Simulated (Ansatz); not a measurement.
Here is a crystal structure:

```xyz
2
Lattice="2.9377 0.0000 0.0000 -1.4689 2.5441 0.0000 0.0000 0.0000 2.6798" Properties=species:S:1:pos:R:3 pbc="T T T"
Mg    0.0000    0.0000    0.0000
O    -0.0340    1.6765    1.3089
```

What does this file describe?

The solid is MgO. Strictly the space group is Cm (No. 8, within 0.01 Å). It is a distorted form of a primitive hexagonal structure, space group P-6m2 (No. 187) within 0.25 Å: tungsten carbide (WC) type. The cell comprises 1 formula unit: 1 Mg, 1 O. Each Mg has six O in a trigonal prismatic arrangement at 2.13 to 2.21 Å. About every O there are six Mg in a trigonal prismatic arrangement at 2.13 to 2.21 Å. The bonds build a three-dimensional framework.

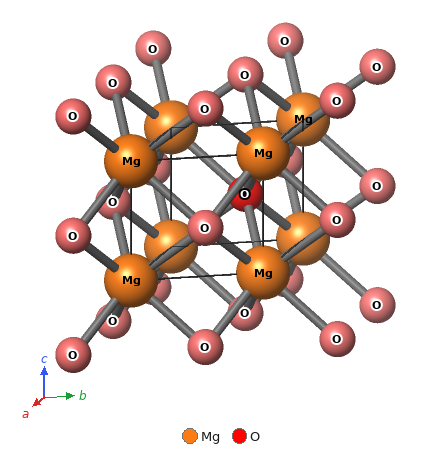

The image is a ball-and-stick drawing of a crystal, viewed slightly off an axis. One unit cell is framed, with atoms on its boundary repeated. Bonded atoms from the next cells complete the picture, in fainter colours. Colours: magnesium orange, oxygen red.

The model was built from a structure listed in the Materials Project. The cell was then strained or its atoms displaced on purpose. An electronic-structure calculation with Ansatz was run on it.
